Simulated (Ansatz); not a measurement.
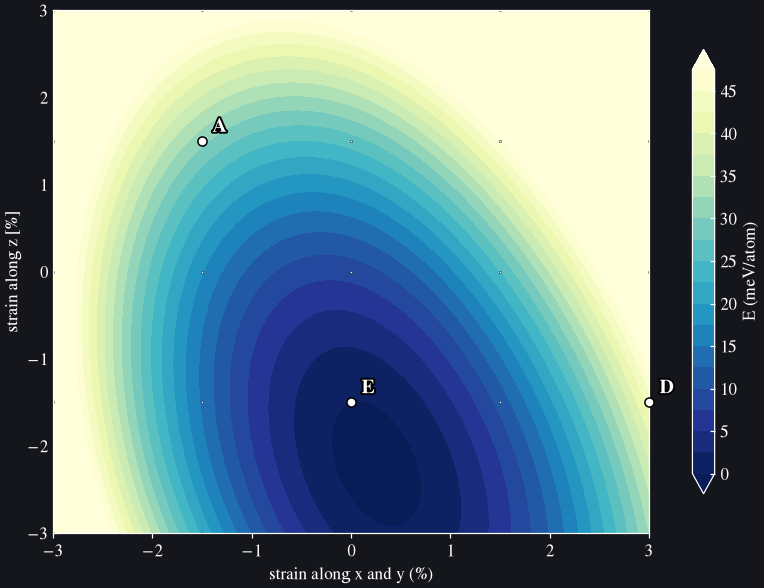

Mo (P6/mmm, No. 191; 1 atom in the cell). 
- The cell is strained homogeneously, by one strain along x and y and another along z, with fractional coordinates fixed (x along [1 0 0], z along [0 0 1] of the conventional cell).
- Coordinates scanned: (1) strain along x and y; (2) strain along z.
- The scan uses a 5 × 5 grid.
- Points are written as (first, second).
- Energies are in meV/atom, from the lowest grid point.
- The reference cell is the one listed in the database, not relaxed at this level.
- Computed with DFT PBEsol, scalar-relativistic, plane waves, PAW in Ansatz 0.2.0. Settings: cutoff 420 eV, k-mesh 18×18×18, gaussian smearing 0.15 eV, no spin polarisation.

The picture shows filled contours, dots at the grid points, one colour for all values above the top of the scale, lettered points. Between grid points the surface is interpolated.

Question: Is E the lowest point of the computed grid?

Answer: Yes. E, at (0.0 %, −1.5 %), has the lowest energy of the grid.

Question: Rank the lettered points by energy, lowest first.

Answer: E (0 meV/atom), A (31 meV/atom), D (43 meV/atom).
